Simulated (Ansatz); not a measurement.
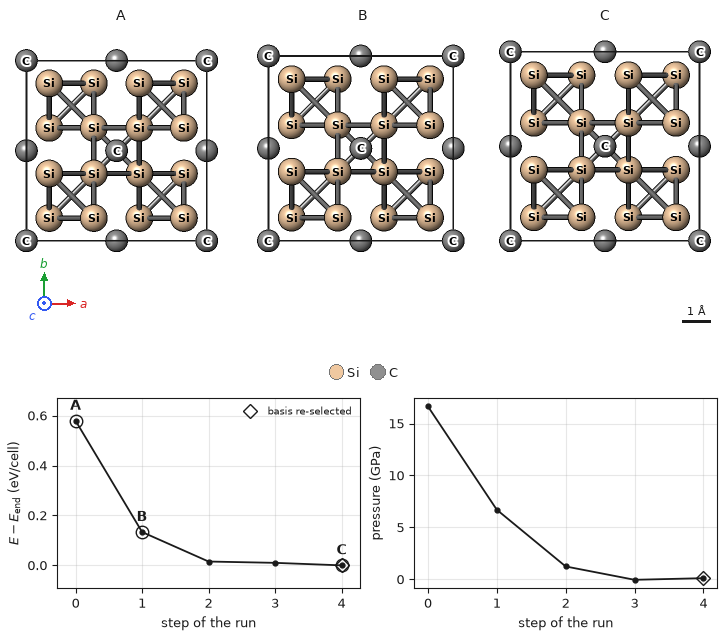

Frames of a relaxation of crystalline Si₄C (a generated structure, set up in F-43m) (coarse preliminary run), marked on the history of the run. Style: ball-and-stick. Shown: the conventional cell (4 times the calculation's cell), along the c axis. Lengths and directions refer to the drawn axes.

Theory: DFT PBE, scalar-relativistic, plane waves, PAW in Ansatz.

The input:
```yaml
crystal:
  lattice:
    - [0.0, 3.30639175, 3.30639175]
    - [3.30639175, 0.0, 3.30639175]
    - [3.30639175, 3.30639175, 0.0]
  atoms:
    - { symbol: Si, position: [0.37343026, 0.37343026, 0.37343026] }
    - { symbol: Si, position: [0.37343026, 0.37343026, 0.87970923] }
    - { symbol: Si, position: [0.37343026, 0.87970923, 0.37343026] }
    - { symbol: Si, position: [0.87970923, 0.37343026, 0.37343026] }
    - { symbol: C, position: [0.0, 0.0, 0.0] }
basis:
  ecutwfc: 420
kpoints:
  mp_grid: { grid: [4, 4, 4] }
hamiltonian:
  xc: pbe
scf:
  occupations: { method: gaussian, width: 0.1 }
  lower_state_search: "off"
output:
  forces: true
  stress: true
  eigenvalues: true
relax:
  adjacent_minimum: "off"
  f_tol: 0.04
  max_steps: 70
  cell: { stress_tol: 0.4 }
```

Run as
```bash
ansatz run input.yaml --threads 1 --pin off --max-ram 2560MiB --backend cpu --events-out ev --progress --plain --runs-dir out
```

Question: What happens along the run?

Answer: After 3 accepted moves (4 points after the start) the energy has fallen by 0.579 eV per cell of the calculation. Largest force component: 0.83 eV/Å at the start, 0.0049 eV/Å at the end. The pressure goes from 16.65 to 0.11 GPa. The SCF was repeated once at an unchanged geometry on a basis and grid sized afresh for the cell, which shifted the energy by 10.1 meV per cell of the calculation at most. The largest moves relative to the cell, 0.028 Å, are those of Si1, Si2, Si3 and Si4. Si1 goes along [1 −1 1]. C stays in place. The drawn cell changes as follows: a = b = c 6.613 → 6.936 Å (+4.9 %); the volume changes by +15.4 %. Some distances before and after: Si1–Si2 2.309 → 2.467 Å, Si1–Si2 (another image) 2.367 → 2.437 Å. The space group stays F-43m (No. 216). Cost: 11 s on 1 thread of AMD EPYC (Zen 3), on a shared host, peak memory 0.34 GiB. From step 0 to 1: volume +7.8 %, energy −0.445 eV per cell of the calculation. From step 1 to 4: Si atoms move most (0.02 Å), volume +7.1 %, energy −0.133 eV per cell of the calculation.
